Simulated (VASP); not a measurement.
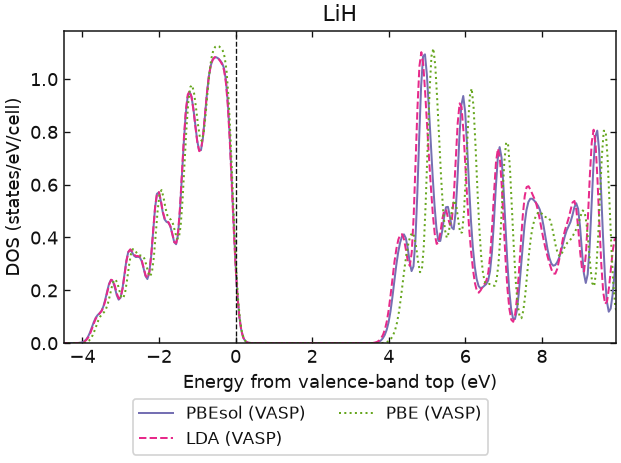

Total densities of states of LiH, space group F-43m, 2 atoms in the cell, zincblende type, by three methods on the same cell. The curves are built from the levels of the k mesh with Gaussians 0.3 eV wide, which also blur the band edges. Each is counted from its own valence-band top.

Question: What changes from one method to the other?

Answer: PBEsol (VASP) gives a gap of 3.98 eV, LDA (VASP) gives a gap of 3.94 eV and PBE (VASP) gives a gap of 4.20 eV.

Settings. PBEsol (VASP): DFT, PBEsol, plane waves, PAW, 10×10×10 k mesh, 520 eV cutoff, Gaussian smearing of 0.01 eV (VASP 6.6.1). LDA (VASP): DFT, LDA, plane waves, PAW, 10×10×10 k mesh, 520 eV cutoff, Gaussian smearing of 0.01 eV (VASP 6.6.1). PBE (VASP): DFT, PBE, plane waves, PAW, 10×10×10 k mesh, 520 eV cutoff, Fermi-Dirac smearing of 0.02 eV (VASP 6.6.1).
